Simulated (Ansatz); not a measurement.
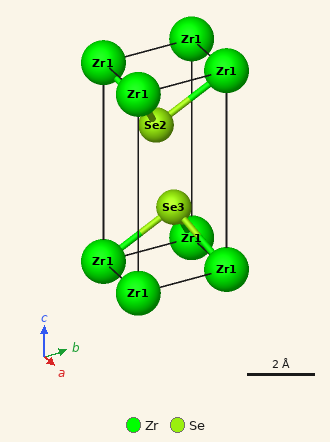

Figure 1. The structure as given in the input (ball-and-stick view of the cell of the calculation, seen slightly off an axis; atoms are numbered from 1 in the order of the input). An atom can appear more than once, as a periodic image.

**From ZrSe2 to ZrS2**

System: ZrSe2 (P-3m1, 3 atoms in the cell).
Method of run A: DFT PBEsol, scalar-relativistic, plane waves, PAW, no spin polarisation (Ansatz 0.2.0).
System of run B: ZrS2 (P-3m1, 3 atoms in the cell).

On run A: The structure was made by swapping elements on the sites of another compound; it need not be a known phase. On run B: The structure derives from a Materials Project entry. Text and figures count atoms from 1; the logs count them from 0 in places.

**Input file, run A**
```yaml
crystal:
  lattice:
    - [3.8154230994, 0.0, 0.0]
    - [-1.9077115497, 3.3042533302, 0.0]
    - [0.0, 0.0, 6.1919438434]
  atoms:
    - { symbol: Zr, position: [0.0, 0.0, 0.0] }
    - { symbol: Se, position: [0.6666666667, 0.3333333333, 0.7531560959] }
    - { symbol: Se, position: [0.3333333333, 0.6666666667, 0.2468439041] }
basis:
  ecutwfc: 420
kpoints:
  mp_grid: { grid: [12, 12, 6] }
hamiltonian:
  xc: pbesol
scf:
  occupations: { method: gaussian, width: 0.02 }
output:
  forces: true
  stress: true
  eigenvalues: true
relax:
  adjacent_minimum: "off"
  f_tol: 0.01
  max_steps: 60
  cell: { stress_tol: 0.1 }
```

Command:
```bash
ansatz run input.yaml --threads 2 --pin off --max-ram 5120MiB --backend cpu --events-out ev --progress --plain --runs-dir out
```

Hardware: 2 threads of Oxide Virtual Turin-like (Zen 5), 32 GiB of memory available, shared host.

**Output, shortened to warnings, some set-up lines, iterations and results (run A)**
```
Basis set: ecut = 420 eV, 1521 PW (Γ), exchange–correlation on 54×54×90 points (8 copies of the dense FFT grid, shifted against one another)
Symmetry: 12 space group operations
k-points: 100 of 864
Initial density: superposition of atomic densities (neutral atoms: chi_scale 0, normalization atom), corrected by the library's trained network
[...]
SCF iter   1: F=—  HF=-14981.050433 eV  |F-HF|=—  |Δ(HF+E_count)|=         —  Δρ=2.60e-3  dr2=9.01e-3  ethr=1.77e-3  ⟨swp⟩=6.3  Hψ=10569  notcnv=0
SCF iter   2: F=—  HF=-14981.048694 eV  |F-HF|=—  |Δ(HF+E_count)|=   1.74e-3  Δρ=1.27e-3  dr2=1.03e-3  ethr=2.05e-5  ⟨swp⟩=3.0  Hψ=6090  notcnv=0  defer=100
SCF iter   3: F=—  HF=-14981.048801 eV  |F-HF|=—  |Δ(HF+E_count)|=   1.07e-4  Δρ=6.35e-4  dr2=3.10e-4  ethr=2.35e-6  ⟨swp⟩=2.1  Hψ=3053  notcnv=0  defer=100
SCF iter   4: F=—  HF=-14981.048904 eV  |F-HF|=—  |Δ(HF+E_count)|=   1.04e-4  Δρ=1.10e-4  dr2=1.52e-5  ethr=7.05e-7  ⟨swp⟩=2.0  Hψ=3400  notcnv=0  defer=100
SCF iter   5: F=—  HF=-14981.048916 eV  |F-HF|=—  |Δ(HF+E_count)|=   1.15e-5  Δρ=2.64e-5  dr2=6.12e-7  ethr=3.45e-8  ⟨swp⟩=2.0  Hψ=3399  notcnv=0  defer=100
[... 40 lines ...]
SCF iter   3: F=—  HF=-14981.084970 eV  |F-HF|=—  |Δ(HF+E_count)|=   9.20e-8  Δρ=8.15e-6  dr2=1.27e-8  ethr=1.63e-10  ⟨swp⟩=2.0  Hψ=3334  notcnv=0
SCF iter   4: F=—  HF=-14981.084970 eV  |F-HF|=—  |Δ(HF+E_count)|=   1.06e-8  Δρ=1.78e-6  dr2=9.91e-10  ethr=2.88e-11  ⟨swp⟩=2.7  Hψ=4113  notcnv=0
SCF iter   5: F=-14981.084970 eV  HF=-14981.084970 eV  |F-HF|=5.28e-11  |Δ(HF+E_count)|=  4.11e-10  Δρ=3.51e-7  dr2=9.07e-11  ethr=1.00e-12  ⟨swp⟩=3.1  Hψ=10552  notcnv=0
SCF 6 converged in 5 iterations: F = -14981.084970 eV  dr2 = 9.07e-11
relax step   6: F+E_penalty+E_count = -14981.08496959 eV  Δ(F+E_penalty+E_count) = +4.431e-4 eV  max|allowed force component| = 5.487e-4 eV/Å  Δτ_max = 0.0000 Å  P = -0.008 …
basis re-selected at this cell: Δ(F+E_penalty+E_count) = +4.431e-4 eV, ΔP = -0.002 GPa vs the last step (what re-selecting the basis moved, of the pressure what is left beyond the Pulay correction that the steps carried, after the strain that the cell walked since its last selection, with what the …
SCF converged after 5 iterations
Free energy (F): -14981.084970 eV
Harris-Foulkes:  -14981.084970 eV  (|F-HF|=5.28e-11)
Internal energy: -14981.084969 eV  (E = F + TS)
E sigma→0 (E₀):  -14981.084969 eV
Entropy (-TS):   -0.000000 eV (-0.000 meV/atom)
Fermi energy:    9.349829 eV
--- Per-component energies (eV) ---
  E_band       = -876.509692
  E_kinetic    = 571.008889
  E_local      = -5706.368479  (includes V_loc(G=0)·N_el)
  E_nonlocal   = -1106.084315
  E_hartree    = 2698.505387
  E_xc         = -368.313686
  E_vxc        = -388.031522  (∫ρ·V_xc dr)
  E_paw        = -6634.574215  (= ΣΔE_a)
  E_vpaw       = 355.956167  (= ΣTr[D̂ρ^β])
  E_aug_tail   = -0.001161  (compensation charges beyond the density's cutoff)
  E_ewald      = -4437.440010
  E_core_change = 2.182621  (= ΣΔE_core)
  E_smearing   = -0.000000  (= −TS)
  E_closure    = -0.000000  (closes the sum)
  Σ components = -14981.084970   (vs F -14981.084970, Δ=0.00e0)
--- Forces (eV/Å), atoms counted from 1 ---
  atom   1  Zr    -0.00000000     0.00000000     0.00000000
  atom   2  Se    -0.00000000    -0.00000000     0.00054867
  atom   3  Se     0.00000000     0.00000000    -0.00054867
  max |Σ_I F_I| component: 4.63e-18 eV/Å
--- Stress (GPa, compression-positive) ---
       -0.004405       0.000000       0.000000
        0.000000      -0.004405      -0.000000
        0.000000      -0.000000      -0.014601
  P = ⅓ Tr σ = -0.0078 GPa (-0.078 kbar)
--- Relaxed structure (5 steps of the walk, 4 accepted, 1 SCFs on fresh bases) ---
  F+E_penalty+E_count = -14981.08496959 eV   max|allowed force component| = 5.487e-4 eV/Å   (the final SCF, on the basis selected at the relaxed cell)
  cell:  # Å, volume = 73.9692 Å³
    - [3.7292926879485995, -1.8339925363098495e-33, 0.0]
    - [-1.8646463439742997, 3.2296622059110405, 1.0720917855868844e-32]
[...]
```

The input of run B differs as follows (lines with − go, lines with + come):
```diff
-    - [3.8154230994, 0.0, 0.0]
-    - [-1.9077115497, 3.3042533302, 0.0]
-    - [0.0, 0.0, 6.1919438434]
+    - [3.6913825498, 0.0, 0.0]
+    - [-1.8456912749, 3.1968310632, 0.0]
+    - [0.0, 0.0, 6.04107701]
-    - { symbol: Se, position: [0.6666666667, 0.3333333333, 0.7531560959] }
-    - { symbol: Se, position: [0.3333333333, 0.6666666667, 0.2468439041] }
+    - { symbol: S, position: [0.66666667, 0.33333333, 0.76209003] }
+    - { symbol: S, position: [0.33333333, 0.66666667, 0.23790997] }
-  f_tol: 0.01
-  max_steps: 60
-  cell: { stress_tol: 0.1 }
+  f_tol: 0.005
+  max_steps: 80
+  cell: { stress_tol: 0.05 }
```

Predict how the results change.

The total energies belong to different systems, so their difference says nothing on which is more stable or more accurate. The gap on the mesh goes from 0.09 to 0.77 eV. The volume per atom goes from 24.66 to 22.36 Å³. The SCF takes 39 iterations over all geometry steps against 38. On the same kind of shared host run B took about 0.67 times as long.

**Output, shortened to warnings, some set-up lines, iterations and results (run B)**
```
Basis set: ecut = 420 eV, 1389 PW (Γ), exchange–correlation on 50×50×90 points (8 copies of the dense FFT grid, shifted against one another)
Symmetry: 12 space group operations
k-points: 100 of 864
Initial density: superposition of atomic densities (neutral atoms: chi_scale 0, normalization atom), corrected by the library's trained network
[...]
SCF iter   1: F=—  HF=-5903.139547 eV  |F-HF|=—  |Δ(HF+E_count)|=         —  Δρ=5.25e-3  dr2=4.41e-2  ethr=1.77e-3  ⟨swp⟩=6.1  Hψ=8979  notcnv=0
SCF iter   2: F=—  HF=-5903.131083 eV  |F-HF|=—  |Δ(HF+E_count)|=   8.46e-3  Δρ=1.62e-3  dr2=1.80e-3  ethr=1.84e-4  ⟨swp⟩=2.0  Hψ=2771  notcnv=0
SCF iter   3: F=—  HF=-5903.130999 eV  |F-HF|=—  |Δ(HF+E_count)|=   8.42e-5  Δρ=8.41e-4  dr2=5.10e-4  ethr=7.49e-6  ⟨swp⟩=2.1  Hψ=2299  notcnv=0
SCF iter   4: F=—  HF=-5903.131047 eV  |F-HF|=—  |Δ(HF+E_count)|=   4.76e-5  Δρ=1.29e-4  dr2=1.11e-5  ethr=2.13e-6  ⟨swp⟩=2.8  Hψ=2975  notcnv=0
SCF iter   5: F=—  HF=-5903.131057 eV  |F-HF|=—  |Δ(HF+E_count)|=   1.03e-5  Δρ=3.02e-5  dr2=9.67e-7  ethr=4.64e-8  ⟨swp⟩=2.1  Hψ=2221  notcnv=0
[... 43 lines ...]
SCF iter   3: F=—  HF=-5903.155641 eV  |F-HF|=—  |Δ(HF+E_count)|=   8.24e-8  Δρ=7.70e-7  dr2=2.79e-10  ethr=1.32e-10  ⟨swp⟩=2.8  Hψ=2711  notcnv=0
SCF iter   4: F=—  HF=-5903.155641 eV  |F-HF|=—  |Δ(HF+E_count)|=  2.49e-10  Δρ=2.27e-7  dr2=6.46e-11  ethr=1.00e-12  ⟨swp⟩=6.1  Hψ=7547  notcnv=0
SCF iter   5: F=-5903.155641 eV  HF=-5903.155641 eV  |F-HF|=5.46e-12  |Δ(HF+E_count)|=  7.46e-11  Δρ=7.08e-8  dr2=7.95e-12  ethr=1.00e-12  ⟨swp⟩=5.8  Hψ=6533  notcnv=0
SCF 7 converged in 5 iterations: F = -5903.155641 eV  dr2 = 7.95e-12
relax step   7: F+E_penalty+E_count = -5903.15564108 eV  Δ(F+E_penalty+E_count) = +3.117e-4 eV  max|allowed force component| = 6.759e-5 eV/Å  Δτ_max = 0.0000 Å  P = -0.000 …
basis re-selected at this cell: Δ(F+E_penalty+E_count) = +3.117e-4 eV, ΔP = -0.003 GPa vs the last step (what re-selecting the basis moved, of the pressure what is left beyond the Pulay correction that the steps carried, after the strain that the cell walked since its last selection, with what the …
SCF converged after 5 iterations
Free energy (F): -5903.155641 eV
Harris-Foulkes:  -5903.155641 eV  (|F-HF|=5.46e-12)
Internal energy: -5903.155641 eV  (E = F + TS)
E sigma→0 (E₀):  -5903.155641 eV
Fermi energy:    7.581577 eV
--- Per-component energies (eV) ---
  E_band       = -162.138197
  E_kinetic    = 546.894178
  E_local      = -1300.126098  (includes V_loc(G=0)·N_el)
  E_nonlocal   = 136.709470
  E_hartree    = 455.578878
  E_xc         = -353.605928
  E_vxc        = -366.178292  (∫ρ·V_xc dr)
  E_paw        = -4067.743647  (= ΣΔE_a)
  E_vpaw       = -90.595301  (= ΣTr[D̂ρ^β])
  E_aug_tail   = 0.000025  (compensation charges beyond the density's cutoff)
  E_ewald      = -1321.152138
  E_core_change = 0.289619  (= ΣΔE_core)
  E_smearing   = -0.000000  (= −TS)
  E_closure    = 0.000000  (closes the sum)
  Σ components = -5903.155641   (vs F -5903.155641, Δ=0.00e0)
--- Forces (eV/Å), atoms counted from 1 ---
  atom   1  Zr     0.00000000     0.00000000     0.00000000
  atom   2  S      0.00000000     0.00000000    -0.00006759
  atom   3  S      0.00000000    -0.00000000     0.00006759
  max |Σ_I F_I| component: 1.36e-20 eV/Å
--- Stress (GPa, compression-positive) ---
       -0.001205       0.000000      -0.000000
        0.000000      -0.001205       0.000000
       -0.000000       0.000000       0.002310
  P = ⅓ Tr σ = -0.0000 GPa (-0.000 kbar)
--- Relaxed structure (6 steps of the walk, 6 accepted, 1 SCFs on fresh bases) ---
  F+E_penalty+E_count = -5903.15564108 eV   max|allowed force component| = 6.759e-5 eV/Å   (the final SCF, on the basis selected at the relaxed cell)
  cell:  # Å, volume = 67.0797 Å³
    - [3.627372080914014, 0.0, -1.3716558382270892e-33]
    - [-1.813686040457007, 3.1413963710499586, -1.475672649588712e-32]
    - [-2.244762887122668e-33, -2.918191753259468e-32, 5.886761084948811]
[...]
```

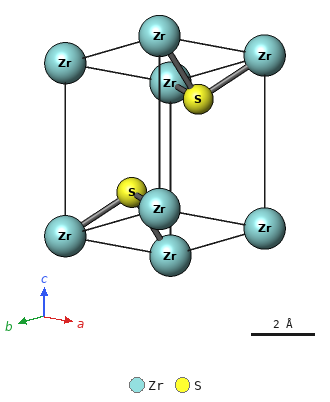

Figure 2. The input structure of run B (ball-and-stick view of the cell of the calculation, seen at an oblique angle). An atom can appear more than once, as a periodic image.

**The two runs side by side**

| quantity | run A | run B |
| --- | --- | --- |
| outcome | converged | converged |
| free energy per atom (eV) | −4993.6950 | −1967.7185 |
| gap on the mesh (eV) | 0.09 | 0.77 |
| pressure (GPa) | −0.01 | 0.00 |
| volume per atom (Å³) | 24.66 | 22.36 |
| largest force (eV/Å) | 0.001 | 0.000 |
| SCF iterations | 38 | 39 |
| irreducible k-points | 100 | 100 |
| wall time (shared host) | 21 s | 14 s |
